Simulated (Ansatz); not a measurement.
Run report: Au, geometry relaxation

The run: geometry relaxation of Au (1 atom in the cell). Method and program: DFT PBE, scalar-relativistic, plane waves, PAW, no spin polarisation (Ansatz 0.2.0).

The structure derives from an entry of the Crystallography Open Database.

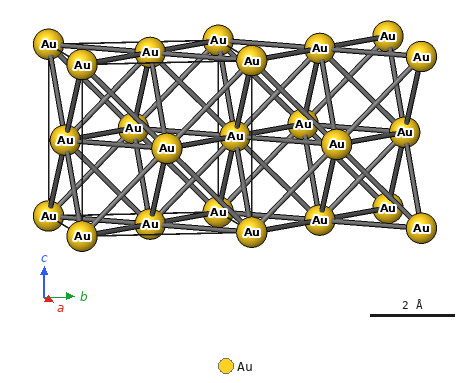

*The structure as given in the input (ball-and-stick view of the cell 4 times as large as that of the calculation, set on its symmetry axes, repeated 1 × 2 × 1, seen slightly off an axis).*

Input file
```yaml
crystal:
  lattice:
    - [0.0, 2.0826515431, 2.0826515431]
    - [2.0826515431, 0.0, 2.0826515431]
    - [2.0826515431, 2.0826515431, 0.0]
  atoms:
    - { symbol: Au, position: [0.0, 0.0, 0.0] }
basis:
  ecutwfc: 420
kpoints:
  mp_grid: { grid: [18, 18, 18] }
hamiltonian:
  xc: pbe
scf:
  occupations: { method: gaussian, width: 0.1 }
output:
  forces: true
  stress: true
  eigenvalues: true
  write_density: true
  write_potential: true
  elf: true
  volumetric_format: npy
relax:
  adjacent_minimum: "off"
  f_tol: 0.005
  max_steps: 80
  cell: { stress_tol: 0.05 }
```

Run on 8 threads of Intel Xeon (Sapphire Rapids), 32 GiB of memory available, shared host.

Command:
```bash
ansatz run input.yaml --threads 8 --pin off --max-ram 20480MiB --backend cpu --events-out ev --progress --plain --runs-dir out
```

Log
```
Engine: ansatz 0.2.0, x86_64-unknown-linux-gnu
Pseudopotentials: kind: paw
Pseudopotential: Au, paw, valence charge 19, recommended cutoff 420 eV (normal), Au.paw.azcp
Functional definition: PBE
  parameter kappa = 0.804
  parameter beta = 0.06672455060314922
  exchange = pbe_x(kappa = kappa, mu = beta*pi^2/3)
  correlation = pbe_c(beta = beta)
Crystal: 1 atoms, lattice volume = 18.067 Å³
Basis set: ecut = 420 eV, 339 PW (Γ), exchange–correlation on 40×40×40 points (8 copies of the dense FFT grid, shifted against one another)
Bands: 14, of which v1, the nominal top of the filled ones, is band 10 counted from 1 (9 counted from 0)
Symmetry: 48 space group operations
Space group: Fm-3m (ITA 225), of the structure as read, at distance tolerance 2.6e-5 Å
k-points: 195 of 5832
Non-local potential: Au, projectors of the file, l = 0: 3, l = 1: 2, l = 2: 2, l = 3: 1
PAW form: soft (Blöchl's): semilocal exchange-correlation on the pseudo side does not see the compensation charge
PAW one-centre angular grid: Au, 590 points (default); XC on 64 Gauss nodes
Initial density: superposition of atomic densities (neutral atoms: chi_scale 0, normalization atom), corrected by the library's trained network
Initial wavefunctions: pseudopotential atomic-orbital guess
Functional: x = pbe(κ = 0.804, μ = 0.2195149727645171), c = pbe(β = 0.06672455060314922)
SCF iter   1: F=—  HF=-13149.328803 eV  |F-HF|=—  |Δ(HF+E_count)|=         —  Δρ=1.43e-3  dr2=5.60e-5  ethr=1.77e-3  ⟨swp⟩=4.7  Hψ=13699  notcnv=0
preconditioner: auto → none  [metal: Δε(μ)=0.044 eV  Ē_g=15.445 eV  σ=0.100 eV  W_gap=0.25  n_scr=8 (ndim 8)  ℏωp=29.0 eV  f_vac=0.000  D(μ)=0.25/eV (n_scr^D=0)  sad-step TF]
SCF iter   2: F=—  HF=-13149.329177 eV  |F-HF|=—  |Δ(HF+E_count)|=   3.74e-4  Δρ=8.08e-4  dr2=2.07e-5  ethr=2.95e-7  ⟨swp⟩=2.2  Hψ=6171  notcnv=0
SCF iter   3: F=—  HF=-13149.329261 eV  |F-HF|=—  |Δ(HF+E_count)|=   8.45e-5  Δρ=1.23e-4  dr2=2.87e-6  ethr=1.09e-7  ⟨swp⟩=2.0  Hψ=3738  notcnv=0
iter 4 did not close the SCF: its close was put off for the readings that it lacked (scf_convergence_deferred on its scf_iter line)
SCF iter   4: F=-13149.329260 eV  HF=-13149.329260 eV  |F-HF|=4.11e-8  |Δ(HF+E_count)|=   8.79e-7  Δρ=3.83e-5  dr2=8.66e-8  ethr=1.51e-8  ⟨swp⟩=2.1  Hψ=3596  notcnv=0
iter 5 did not close the SCF: its close was put off for the readings that it lacked (scf_convergence_deferred on its scf_iter line)
SCF iter   5: F=-13149.329260 eV  HF=-13149.329260 eV  |F-HF|=2.82e-9  |Δ(HF+E_count)|=   5.45e-8  Δρ=7.68e-6  dr2=7.08e-9  ethr=4.56e-10  ⟨swp⟩=2.2  Hψ=3590  notcnv=0
SCF iter   6: F=-13149.329260 eV  HF=-13149.329260 eV  |F-HF|=3.78e-10  |Δ(HF+E_count)|=  2.07e-10  Δρ=1.92e-6  dr2=6.57e-10  ethr=3.73e-11  ⟨swp⟩=5.2  Hψ=13645  notcnv=0
SCF 1 converged in 6 iterations: F = -13149.329260 eV  dr2 = 6.57e-10
  greatest PAW one-centre occupation: 1.000 electrons in one spin orbital (limit 2), on the Au atom at site 0 (counted from 0), in its partial waves of l = 0
relax step   1: F+E_penalty+E_count = -13149.32926049 eV  Δ(F+E_penalty+E_count) = +0.000e0 eV  max|allowed force component| = 0.000e0 eV/Å  Δτ_max = 0.0000 Å  P = -0.741 GPa  Ω = 18.067 Å³  (6 SCF iters, dr2 threshold 1.00e-7 eV, accepted)
Crystal: 1 atoms, lattice volume = 17.811 Å³
Basis set: ecut = 420 eV, 331 PW (Γ), exchange–correlation on 40×40×40 points (8 copies of the dense FFT grid, shifted against one another)
Initial density: handed on by an earlier stage of this run
Initial wavefunctions: those handed on with the density
iter 1 solved again at ethr=6.01e-7 eV; its pass at ethr=3.10e-3 eV (dr2=1.14e-4 eV) is discarded
SCF iter   1: F=—  HF=-13149.328977 eV  |F-HF|=—  |Δ(HF+E_count)|=         —  Δρ=9.35e-4  dr2=1.68e-4  ethr=6.01e-7  ⟨swp⟩=2.0  Hψ=18452  notcnv=0
preconditioner: auto → none  [metal: Δε(μ)=0.032 eV  Ē_g=15.583 eV  σ=0.100 eV  W_gap=0.18  n_scr=8 (ndim 8)  ℏωp=29.2 eV  f_vac=0.000  D(μ)=0.26/eV (n_scr^D=0)]
SCF iter   2: F=—  HF=-13149.328939 eV  |F-HF|=—  |Δ(HF+E_count)|=   3.79e-5  Δρ=4.19e-4  dr2=1.35e-5  ethr=6.01e-7  ⟨swp⟩=2.0  Hψ=3792  notcnv=0
SCF iter   3: F=—  HF=-13149.328932 eV  |F-HF|=—  |Δ(HF+E_count)|=   7.42e-6  Δρ=1.66e-4  dr2=2.35e-6  ethr=7.11e-8  ⟨swp⟩=2.9  Hψ=4608  notcnv=0
SCF iter   4: F=—  HF=-13149.328932 eV  |F-HF|=—  |Δ(HF+E_count)|=   1.41e-7  Δρ=3.68e-5  dr2=1.03e-7  ethr=1.24e-8  ⟨swp⟩=1.0  Hψ=2731  notcnv=0
SCF iter   5: F=-13149.328932 eV  HF=-13149.328932 eV  |F-HF|=2.22e-10  |Δ(HF+E_count)|=   1.51e-8  Δρ=4.01e-6  dr2=9.46e-10  ethr=5.26e-10  ⟨swp⟩=6.0  Hψ=12150  notcnv=0
SCF 2 converged in 5 iterations: F = -13149.328932 eV  dr2 = 9.46e-10
relax step   2: F+E_penalty+E_count = -13149.32893165 eV  Δ(F+E_penalty+E_count) = +3.288e-4 eV  max|allowed force component| = 0.000e0 eV/Å  Δτ_max = 0.0000 Å  P = +1.293 GPa  Ω = 17.811 Å³  energy of the carried Pulay correction = +8.467e-5 eV  (5 SCF iters, dr2 threshold 1.00e-7 eV, rejected (line search))
Crystal: 1 atoms, lattice volume = 17.973 Å³
iter 1 solved again at ethr=1.95e-7 eV; its pass at ethr=3.10e-3 eV (dr2=3.71e-5 eV) is discarded
SCF iter   1: F=—  HF=-13149.329530 eV  |F-HF|=—  |Δ(HF+E_count)|=         —  Δρ=5.89e-4  dr2=6.80e-5  ethr=1.95e-7  ⟨swp⟩=2.1  Hψ=18075  notcnv=0
eigensolver tolerance schedule calibrated: the retry pair's looser diagonalisation under-reported the residual by θ = 0.45 (0.11/decade); ethr = c·dr2/N_el runs at the constant in force after the calibration composes with the one it found (an armed cap, an earlier calibration), c = 8.6e-2
preconditioner: auto → none  [metal: Δε(μ)=0.041 eV  Ē_g=15.502 eV  σ=0.100 eV  W_gap=0.23  n_scr=8 (ndim 8)  ℏωp=29.0 eV  f_vac=0.000  D(μ)=0.26/eV (n_scr^D=0)]
SCF iter   2: F=—  HF=-13149.329519 eV  |F-HF|=—  |Δ(HF+E_count)|=   1.12e-5  Δρ=2.67e-4  dr2=5.57e-6  ethr=1.95e-7  ⟨swp⟩=2.0  Hψ=3811  notcnv=0
SCF iter   3: F=—  HF=-13149.329515 eV  |F-HF|=—  |Δ(HF+E_count)|=   4.22e-6  Δρ=1.05e-4  dr2=9.60e-7  ethr=2.51e-8  ⟨swp⟩=2.8  Hψ=4553  notcnv=0
SCF iter   4: F=—  HF=-13149.329514 eV  |F-HF|=—  |Δ(HF+E_count)|=   4.35e-7  Δρ=2.30e-5  dr2=4.06e-8  ethr=4.32e-9  ⟨swp⟩=1.3  Hψ=2951  notcnv=0
SCF iter   5: F=—  HF=-13149.329514 eV  |F-HF|=—  |Δ(HF+E_count)|=   6.29e-9  Δρ=2.45e-6  dr2=3.75e-10  ethr=1.83e-10  ⟨swp⟩=2.7  Hψ=4594  notcnv=0
SCF iter   6: F=-13149.329514 eV  HF=-13149.329514 eV  |F-HF|=3.64e-12  |Δ(HF+E_count)|=  1.13e-10  Δρ=1.21e-7  dr2=2.03e-12  ethr=1.00e-12  ⟨swp⟩=3.5  Hψ=11906  notcnv=0
SCF 3 converged in 6 iterations: F = -13149.329514 eV  dr2 = 2.03e-12
relax step   3: F+E_penalty+E_count = -13149.32951448 eV  Δ(F+E_penalty+E_count) = -2.540e-4 eV  max|allowed force component| = 0.000e0 eV/Å  Δτ_max = 0.0000 Å  P = -0.016 GPa  Ω = 17.973 Å³  energy of the carried Pulay correction = +3.098e-5 eV  (6 SCF iters, accepted)
Initial wavefunctions: pseudopotential atomic-orbital guess (no wavefunctions were taken with the density)
iter 1 solved again at ethr=1.15e-9 eV; its pass at ethr=3.10e-3 eV (dr2=2.19e-7 eV) is discarded
SCF iter   1: F=—  HF=-13149.329483 eV  |F-HF|=—  |Δ(HF+E_count)|=         —  Δρ=1.27e-5  dr2=5.06e-9  ethr=1.15e-9  ⟨swp⟩=4.2  Hψ=22996  notcnv=0
preconditioner: auto → none  [metal: Δε(μ)=0.040 eV  Ē_g=15.497 eV  σ=0.100 eV  W_gap=0.22  n_scr=8 (ndim 8)  ℏωp=29.0 eV  f_vac=0.000  D(μ)=0.26/eV (n_scr^D=0)]
SCF iter   2: F=—  HF=-13149.329483 eV  |F-HF|=—  |Δ(HF+E_count)|=   5.73e-8  Δρ=5.88e-6  dr2=1.06e-9  ethr=2.67e-11  ⟨swp⟩=2.2  Hψ=4545  notcnv=0
SCF iter   3: F=—  HF=-13149.329483 eV  |F-HF|=—  |Δ(HF+E_count)|=  8.77e-10  Δρ=1.61e-6  dr2=2.46e-10  ethr=5.57e-12  ⟨swp⟩=2.2  Hψ=3922  notcnv=0
SCF iter   4: F=-13149.329483 eV  HF=-13149.329483 eV  |F-HF|=0.00e0  |Δ(HF+E_count)|=  1.09e-11  Δρ=3.31e-7  dr2=4.27e-12  ethr=1.00e-12  ⟨swp⟩=3.9  Hψ=11973  notcnv=0
SCF 4 converged in 4 iterations: F = -13149.329483 eV  dr2 = 4.27e-12
relax step   4: F+E_penalty+E_count = -13149.32948305 eV  Δ(F+E_penalty+E_count) = +3.143e-5 eV  max|allowed force component| = 0.000e0 eV/Å  Δτ_max = 0.0000 Å  P = -0.016 GPa  Ω = 17.973 Å³  stress off target by 1.56e-2 GPa  SCF on the basis re-selected at this cell (its energy is not comparable with the rows above)  (4 SCF iters)
```

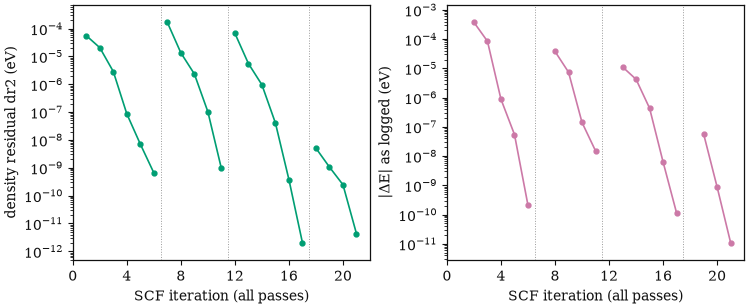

*Convergence of the self-consistent field: density residual dr2 and size of the energy change against the SCF iteration. The dotted lines part the SCF passes of the relaxation: geometry steps, rejected trials and re-solves on a re-selected basis.*

The passes take 6, 5, 6 and 4 iterations.

```
basis re-selected at this cell: Δ(F+E_penalty+E_count) = +3.143e-5 eV, ΔP = +0.001 GPa vs the last step (what re-selecting the basis moved, of the pressure what is left beyond the Pulay correction that the steps carried, after the strain that the cell walked since its last selection, with what the two solves' SCF thresholds leave and, on support functions, any second-order correction that the steps lacked; it is no measure of the basis error at this ecutwfc). This SCF's stress stands 1.56e-2 GPa from its target on what of the cell is left free (relax.cell.stress_tol is 5.00e-2 GPa) and its largest allowed force component is 0.00e0 eV/Å (relax.f_tol is 5.00e-3 eV/Å): within both
SCF converged after 4 iterations
Free energy (F): -13149.329483 eV
Harris-Foulkes:  -13149.329483 eV  (|F-HF|=0.00e0)
Internal energy: -13149.328202 eV  (E = F + TS)
E sigma→0 (E₀):  -13149.328843 eV
Entropy (-TS):   -0.001281 eV (-1.281 meV/atom)
Fermi energy:    19.168236 eV
--- Per-component energies (eV) ---
  E_band       = -229.707439
  E_kinetic    = 604.107788
  E_local      = -1783.151288  (includes V_loc(G=0)·N_el)
  E_nonlocal   = 74.382287
  E_hartree    = 755.657561
  E_xc         = -227.658958
  E_vxc        = -274.755018  (∫ρ·V_xc dr)
  E_paw        = -9706.756086  (= ΣΔE_a)
  E_vpaw       = -361.607682  (= ΣTr[D̂ρ^β])
  E_aug_tail   = 0.001385  (compensation charges beyond the density's cutoff)
  E_ewald      = -2865.910891
  E_smearing   = -0.001281  (= −TS)
  E_closure    = 0.000000  (closes the sum)
  Σ components = -13149.329483   (vs F -13149.329483, Δ=0.00e0)
--- Forces (eV/Å), atoms counted from 1 ---
  atom   1  Au     0.00000000     0.00000000    -0.00000000
  max |Σ_I F_I| component: 5.75e-32 eV/Å
--- Stress (GPa, compression-positive) ---
       -0.015553      -0.000000       0.000000
        0.000000      -0.015553      -0.000000
       -0.000000       0.000000      -0.015553
  P = ⅓ Tr σ = -0.0156 GPa (-0.156 kbar)
--- Band table (eV; the first three rows and the last of 195) ---
  k-point 0: bands = ["-86.0482", "-37.4154", "-37.4154", "-37.4154", "9.8910", "14.7958", "14.7958", "14.7958", "16.1796", "16.1796", "33.7415", "37.4386", "37.4386", "37.4386"]
  k-point 1: bands = ["-86.0480", "-37.4207", "-37.4162", "-37.4162", "9.9941", "14.7638", "14.8304", "14.8304", "16.1643", "16.1643", "33.8531", "36.7282", "37.5502", "37.5502"]
  k-point 2: bands = ["-86.0472", "-37.4362", "-37.4185", "-37.4185", "10.2956", "14.6831", "14.9206", "14.9206", "16.1336", "16.1336", "34.0673", "35.2848", "37.8614", "37.8614"]
  k-point 194: bands = ["-86.0364", "-37.5426", "-37.5253", "-37.4847", "13.5996", "14.0757", "14.7173", "16.1076", "17.5734", "23.6823", "24.6674", "25.9957", "28.3264", "40.6702"]
--- Relaxed structure (3 steps of the walk, 2 accepted, 1 SCFs on fresh bases) ---
  F+E_penalty+E_count = -13149.32948305 eV   max|allowed force component| = 0.000e0 eV/Å   (the final SCF, on the basis selected at the relaxed cell)
  cell:  # Å, volume = 17.9729 Å³
    - [0.0, 2.079038840435985, 2.079038840435985]
    - [2.079038840435985, 1.4012273090462873e-34, 2.079038840435985]
    - [2.079038840435985, 2.079038840435985, -6.369215041119487e-35]
  atoms:
    - { symbol: Au, position: [0.0, 0.0, 0.0] }
```

Trajectory as extended XYZ (Å, eV, eV/Å), 4 frames, from step=1 to step=4
```
1
Lattice="0.0000 2.0827 2.0827 2.0827 0.0000 2.0827 2.0827 2.0827 0.0000" Properties=species:S:1:pos:R:3:forces:R:3 step=1 energy=-13149.32926 pressure_GPa=-0.74
Au    0.0000    0.0000    0.0000    0.0000   0.0000   0.0000
1
Lattice="0.0000 2.0728 2.0728 2.0728 0.0000 2.0728 2.0728 2.0728 0.0000" Properties=species:S:1:pos:R:3:forces:R:3 step=2 energy=-13149.32893 pressure_GPa=1.29 accepted=F
Au    0.0000    0.0000    0.0000    0.0000   0.0000   0.0000
1
Lattice="0.0000 2.0790 2.0790 2.0790 0.0000 2.0790 2.0790 2.0790 0.0000" Properties=species:S:1:pos:R:3:forces:R:3 step=3 energy=-13149.32951 pressure_GPa=-0.02
Au    0.0000    0.0000    0.0000    0.0000   0.0000   0.0000
1
Lattice="0.0000 2.0790 2.0790 2.0790 0.0000 2.0790 2.0790 2.0790 0.0000" Properties=species:S:1:pos:R:3:forces:R:3 step=4 energy=-13149.32948 pressure_GPa=-0.02
Au    0.0000    0.0000    0.0000    0.0000   0.0000   0.0000
```

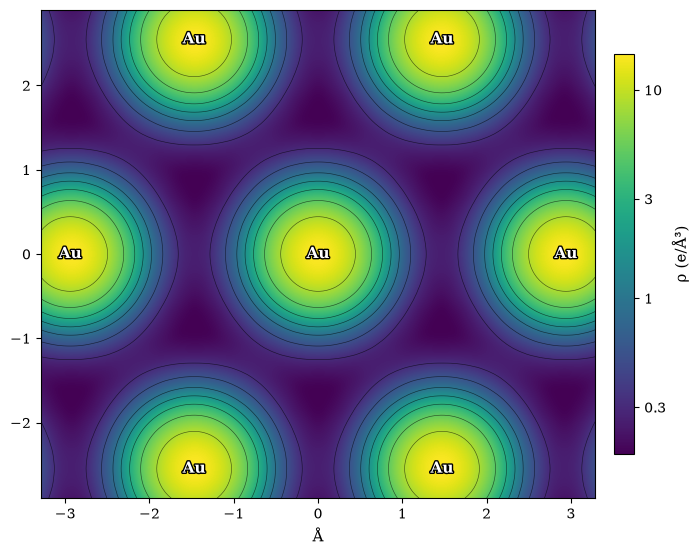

*Valence charge density (pseudo) on the (111) plane of the conventional cell.*

Atoms in the plane: Au. Au–Au (2.94 Å): ρ is about 0.26 e/Å³ halfway. Away from the nuclei the density in this plane falls to 0.18 e/Å³ at its lowest. In a PAW calculation such maps are meaningful between the atoms, not at the nuclei.

Summary

| quantity | value |
| --- | --- |
| outcome | converged |
| space group (tolerance 0.01 Å) | Fm-3m (225) |
| electrons treated | 19 |
| free energy | −13149.3295 eV |
| Fermi energy | 19.168 eV |
| gap on the k-point mesh | none (metallic) |
| pressure | −0.02 GPa |
| final volume | 17.97 Å³ |
| largest force (length of the vector) at the end | under 0.001 eV/Å |
| final cell | a = 2.940 Å, b = 2.940 Å, c = 2.940 Å, α = 60.00°, β = 60.00°, γ = 60.00° |
| wall time | 1.7 s (CPU time 9.5 s) |
| peak memory | 0.43 GiB |

Notes

Spin–orbit coupling is left out, which matters for Au.
